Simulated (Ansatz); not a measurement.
## Electronic structure of Ti in real space

```
CELL_PARAMETERS angstrom
0.00000 1.91581 -1.91581
0.00000 2.14419 2.14419
4.06000 0.00000 0.00000
ATOMIC_POSITIONS crystal
Ti 0.00000 0.00000 0.00000
Ti 0.50000 0.50000 0.50000
```

Space group Immm; changed on purpose from its base cell (strain +0.1125 x Voigt [0, 0, 0, 1, 0, 0], atoms carried along); computed pressure about 5 GPa in this cell; computed without spin polarisation.

Theory: DFT r2SCAN, scalar-relativistic, plane waves, PAW in Ansatz 0.2.0.

In a PAW calculation such maps are meaningful between the atoms, not at the nuclei.

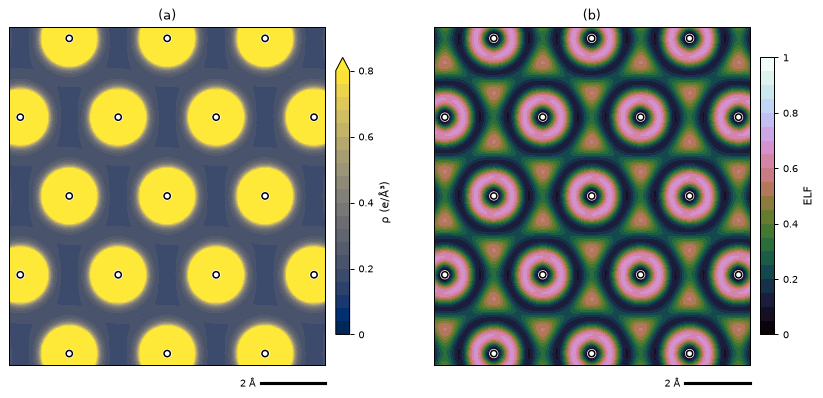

Figure 1. (a) valence pseudo-density; (b) ELF on the (101) plane of the conventional cell. Circles mark the nuclei in the plane (Ti).

Interpret the plot.

Answer.
- The plane passes through Ti nuclei.
- Ti–Ti (2.87 Å): the density is about 0.2 e/Å³ at the midpoint; the ELF is about 0.25 at the midpoint: no shared electron pair shows on this line.
- Ti–Ti (3.03 Å): the density is about 0.18 e/Å³ at the midpoint; the ELF is about 0.30 at the midpoint.
- Between the atoms the lowest density in this plane is 0.18 e/Å³.
- The features right at Ti lie inside the PAW spheres, where the map follows smoothed inner orbitals and isn't to be read closely.

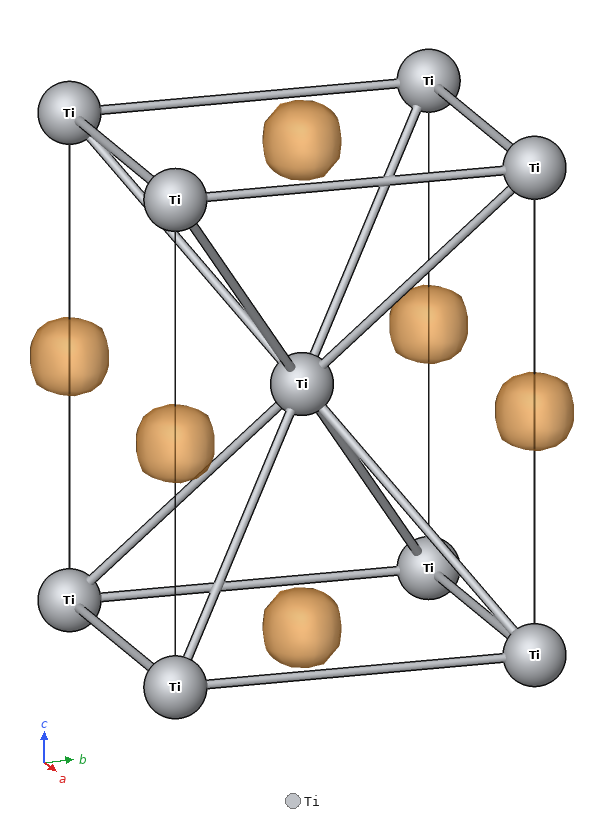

Figure 2. Isosurface of the electron localisation function at 0.7 (orange), seen slightly off an axis. Core shells and regions of very low density are left out. Sticks mark near contacts.

Where are the electrons localised?

Answer. The ELF exceeds this value in two pockets between the atoms, centred on no nucleus (multi-centre or interstitial), counted in one cell of 2 atoms. Regions shared between cells count once. There are no localised bonds or lone pairs at this value.


Ti–Ti (2.71 Å): the ELF is about 0.20 at the midpoint; no shared electron pair shows on this line.

Does the calculation give a band gap?

Answer. It is gapless in this calculation (a metal or semimetal).
